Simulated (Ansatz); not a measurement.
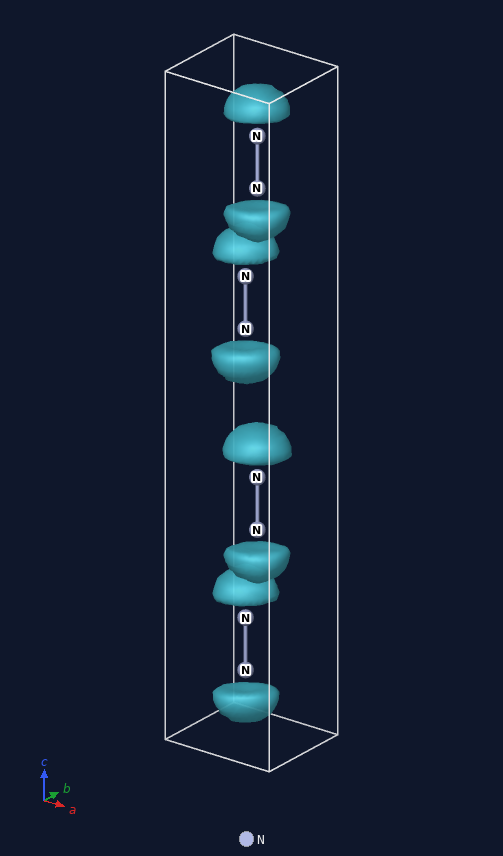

Figure. N. Isosurface of the electron localisation function at 0.9 (cyan), seen slightly off an axis. Only the valence region is drawn (cores and ρ < 0.01 e/Å³ removed). Sticks mark near contacts.

Space group P-3m1; a structure from a database of computed crystals, not necessarily the ambient phase.

Level of theory: DFT LDA, scalar-relativistic, plane waves, PAW (Ansatz 0.2.0).

In a PAW calculation such maps are meaningful between the atoms, not at the nuclei.

The calculation's input:

```
crystal:
  lattice:
    - [-3.5269202438, 0.0, 0.0]
    - [-1.7634601219, -3.0544025283, 0.0]
    - [0.0, 0.0, 13.9505029787]
  atoms:
    - { symbol: "N", position: [0.3333333333, 0.3333333333, 0.8953956348] }
    - { symbol: "N", position: [0.3333333333, 0.3333333333, 0.4061479353] }
    - { symbol: "N", position: [0.3333333333, 0.3333333333, 0.8169713135] }
    - { symbol: "N", position: [0.3333333333, 0.3333333333, 0.327723614] }
    - { symbol: "N", position: [0.6666666667, 0.6666666667, 0.1615240855] }
    - { symbol: "N", position: [0.6666666667, 0.6666666667, 0.650771785] }
    - { symbol: "N", position: [0.6666666667, 0.6666666667, 0.0830997643] }
    - { symbol: "N", position: [0.6666666667, 0.6666666667, 0.5723474638] }
basis:
  ecutwfc: 520.0
kpoints:
  mp_grid: { grid: [7, 7, 2] }
hamiltonian:
  xc: lda
scf:
  occupations: { method: gaussian, width: 0.05 }
output:
  forces: true
  stress: true
  eigenvalues: true
  write_density: true
  write_potential: true
  elf: true
  volumetric_format: npy
```

Launched as:

```sh
ansatz run input.yaml --threads 2 --pin off --max-ram 4096MiB --backend cpu --events-out ev --progress --plain --runs-dir out
```

Below, planes, directions and counts refer to the conventional cell (a = 3.53 Å, b = 3.53 Å, c = 13.95 Å, α = 90.00°, β = 90.00°, γ = 120.00°).

**What do the ELF domains correspond to?**

The surface consists of eight lobes on N, pointing away from the bonds (lone pairs), counted in one cell of 8 atoms. Any copies at cell faces, edges or corners count once. Profiles from the grid: N–N (1.09 Å): the ELF peaks at about 0.85 between the atoms (inside overlapping PAW spheres, so only a guide) (a multiple bond).
